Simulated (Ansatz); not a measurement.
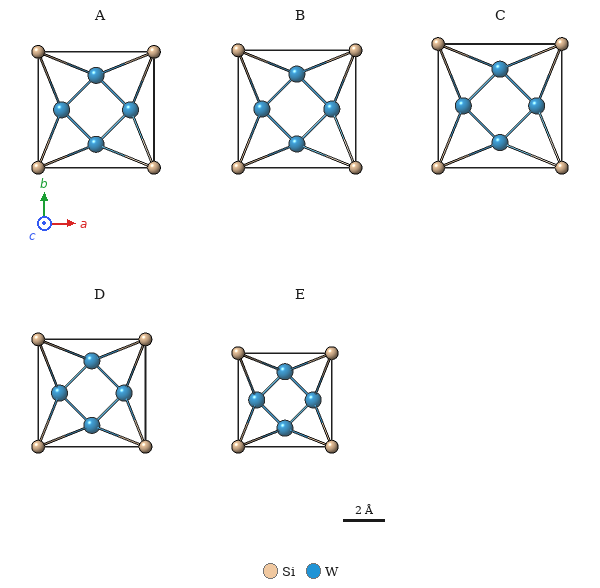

5 geometries from one relaxation of crystalline SiW₄ (a generated structure, set up in P4/mmm) (coarse preliminary run), in shuffled order. Style: ball-and-stick. Shown: the cell of the calculation, along the c axis.

These are results of DFT PBE, scalar-relativistic, plane waves, PAW in Ansatz, not measurements. Settings: plane-wave cutoff 420 eV; k-point mesh 4 × 4 × 4; occupations gaussian; smearing width 0.1 eV; no spin polarisation; cell and atoms relaxed; force threshold 0.04 eV/Å; at most 70 steps.

> Put them in the order of the run, from the start to the converged end.

E, D, A, B, C. They are steps 0, 3, 6, 8, 17, at +6495 meV per atom, +2218 meV per atom, +1000 meV per atom, +488 meV per atom relative to the last. The largest moves relative to the cell, 0.031 Å, are those of W atoms. Si stays in place. The drawn cell changes as follows: a = b 4.612 → 6.094 Å (+32.1 %), c 4.387 → 2.663 Å (−39.3 %); the volume changes by +6.0 %. Some distances before and after: W–W 4.387 → 2.663 Å, Si–Si 4.387 → 2.663 Å, W–W 2.780 → 3.612 Å, W–W 1.831 → 2.482 Å. The space group stays P4/mmm (No. 123). The energy falls by 6495 meV per atom in 15 accepted moves (17 points after the start). Largest force component: 0.047 eV/Å at the start, 0.025 eV/Å at the end. The pressure goes from 148.04 to 0.15 GPa. At 2 points the geometry stayed and the basis and grid were re-selected for the new cell (energy shift of 117 meV per atom at most each time). The run took 69 s on 1 thread of Arm Neoverse V1 (shared host), peak memory 0.37 GiB.
